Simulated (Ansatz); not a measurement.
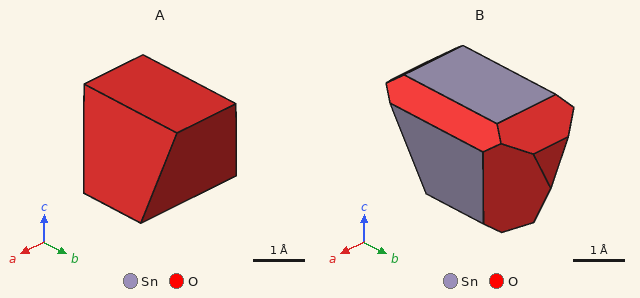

Computed Voronoi cells of the 2 sites of this structure, drawn to one scale and in one orientation; each face has the colour of the neighbour behind it.

SnO2, space group I4_1/amd:1 (No. 141), a = 4.053 Å, b = 4.053 Å, c = 10.365 Å, α = 90.00°, β = 90.00°, γ = 90.00°

```tsv
site	Wyckoff	x	y	z
Sn	4a	0.5000	0.0000	0.7500
O	8e	0.0000	0.0000	0.7976
```

Origin: coordinates from a relaxation with DFT PBE, scalar-relativistic, plane waves, PAW (Ansatz 0.2.0).

**Which cell belongs to which site?**

A is Sn (6 faces above 1 % of the solid angle, 9.5 Å³, facing only O); B is O (13 faces above 1 % of the solid angle, 16.5 Å³, facing O 50 %, Sn 50 %).
